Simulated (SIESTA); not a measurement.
System: SiO₂, space group P4_2/mnm (No. 136).

The given structure:
```yaml
crystal:
  lattice:
    - [4.23317, 0.00000, 0.00000]
    - [0.00000, 4.23317, 0.00000]
    - [0.00000, 0.00000, 2.69349]
  atoms:
    - { symbol: Si, position: [0.00000, 0.00000, 0.00000] }
    - { symbol: Si, position: [0.50000, 0.50000, 0.50000] }
    - { symbol: O, position: [0.80684, 0.19316, 0.50000] }
    - { symbol: O, position: [0.30684, 0.30684, 0.00000] }
    - { symbol: O, position: [0.19316, 0.80684, 0.50000] }
    - { symbol: O, position: [0.69316, 0.69316, 0.00000] }
```

How it was computed, with SIESTA 5.4.2: DFT in numerical atomic orbitals with pseudopotentials, no spin polarisation; energies at scaled volumes of the given cell, shape and fractions fixed, counted from the fit's minimum, third-order Birch-Murnaghan fit. Level: PBEsol.

- k mesh: 4×4×8
- occupations: Fermi–Dirac
- smearing width: 0.05 eV
- potentials: PseudoDojo 0.4 standard, converted to PSML, two zetas on semicore shells
- program settings: basis DZP, mesh cutoff 800 Ry

Describe the result: the energy and pressure against volume. The volume takes the values 7.5618, 7.7227, 7.8836, 8.0444, 8.2053, 8.3662, 8.5271 Å³/atom.

A third-order Birch–Murnaghan fit gives V0 = 7.93 Å³/atom, B0 = 307 GPa and B′ = 4.0. The energy is 17.48 meV/atom at volume 7.5618 Å³/atom and 38.39 meV/atom at 8.5271 Å³/atom; the lowest computed point is at volume 7.8836 Å³/atom (0.25 meV/atom). The pressure falls from 15.96 GPa at volume 7.5618 Å³/atom to −19.20 GPa at 8.5271 Å³/atom, and changes sign near 7.93 Å³/atom.

```
volume (Å³/atom)  energy (meV/atom)  pressure (GPa)
          7.5618              17.48           15.96
          7.7227               5.29            8.47
          7.8836               0.25            1.73
          8.0444               1.61           -4.33
          8.2053               8.77           -9.85
          8.3662              21.24          -14.84
          8.5271              38.39          -19.20
```

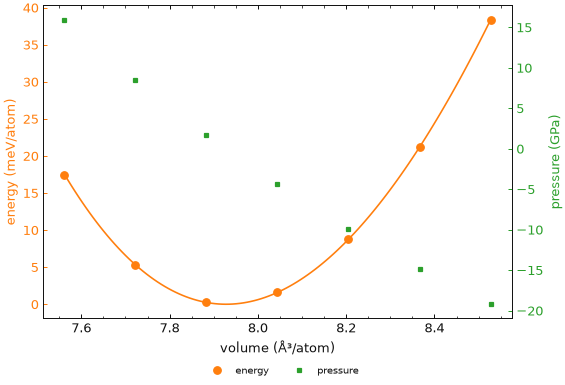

Note: mulliken charges of long orbitals; shape and atomic fractions are frozen while scaling, which makes layered, chain and framework solids too stiff.
